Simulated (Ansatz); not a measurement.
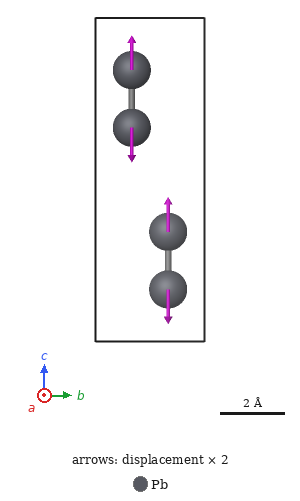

This is a relaxation of crystalline Pb (built on the O_194 type) (coarse preliminary run). The starting structure is drawn; purple arrows show the displacements (the part carried along by the change of the cell is left out), 2 times their true length.

Style: ball-and-stick. Shown: the cell of the calculation, along the a axis.

Case: O type (P6_3/mmc, No. 194).

The calculation used DFT PBE, scalar-relativistic, plane waves, PAW in Ansatz 0.2.0.

Input
```yaml
crystal:
  lattice:
    - [3.9622063971, 0.0, 0.0]
    - [-1.9811031985, 3.4313713948, 0.0]
    - [0.0, 0.0, 10.1723981748]
  atoms:
    - { symbol: Pb, position: [0.3333333333, 0.6666666667, 0.161] }
    - { symbol: Pb, position: [0.6666666667, 0.3333333333, 0.661] }
    - { symbol: Pb, position: [0.3333333333, 0.6666666667, 0.339] }
    - { symbol: Pb, position: [0.6666666667, 0.3333333333, 0.839] }
basis:
  ecutwfc: 420
kpoints:
  mp_grid: { grid: [6, 6, 2] }
hamiltonian:
  xc: pbe
scf:
  occupations: { method: gaussian, width: 0.1 }
  lower_state_search: "off"
output:
  forces: true
  stress: true
  eigenvalues: true
relax:
  adjacent_minimum: "off"
  f_tol: 0.04
  max_steps: 70
  cell: { stress_tol: 0.4 }
```

### Describe the change and its energy.

The largest moves relative to the cell, 0.55 Å, are those of Pb1, Pb2, Pb3 and Pb4. Pb1 goes along −c. Cell: a = b 3.962 → 3.573 Å (−9.8 %), c 10.172 → 11.943 Å (+17.4 %). Volume −4.5 %. Among the contacts that change: Pb1–Pb3 1.811 → 3.222 Å, Pb1–Pb4 3.995 → 3.437 Å. The space group stays P6_3/mmc (No. 194). After 6 accepted moves (7 points after the start) the energy has fallen by 34.533 eV per cell of the calculation. The largest force component goes from 57 to 0.012 eV/Å. Pressure: 79.23 GPa at the start and 0.01 GPa at the end. The SCF was repeated once at an unchanged geometry on a basis and grid sized afresh for the cell, which shifted the energy by 7.8 meV per cell of the calculation at most.
